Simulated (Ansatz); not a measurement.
SiMo$_{3}$

```
Si Mo
1.0
     4.86293    0.00000    0.00000
     0.00000    4.86293    0.00000
     0.00000    0.00000    4.86293
Si Mo
2 6
Direct
  0.00000 0.00000 0.00000
  0.50000 0.50000 0.50000
  0.25000 0.00000 0.50000
  0.50000 0.75000 0.00000
  0.75000 0.00000 0.50000
  0.50000 0.25000 0.00000
  0.00000 0.50000 0.75000
  0.00000 0.50000 0.25000
```

Space group Pm-3n; computed without spin polarisation.

Method: Ansatz, DFT PBEsol, scalar-relativistic, plane waves, PAW.

What can the converged valence pseudo-density and electron localisation function tell about the bonding?

Mo–Mo (2.43 Å): ρ is about 0.65 e/Å³ halfway; the ELF is about 0.30 at the midpoint.
Si–Mo (2.72 Å): the density is about 0.32 e/Å³ at the midpoint; the ELF peaks at about 0.65 in the valence shell of Si, 0.9 Å from its nucleus, and is about 0.30 at the midpoint.

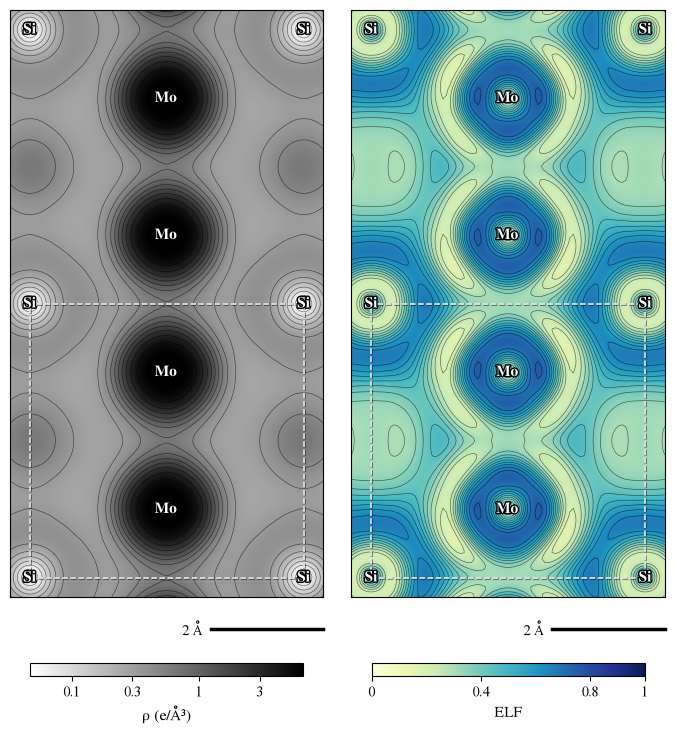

Computed valence pseudo-density and electron localisation function on the (100) plane of the conventional cell, in this order. 
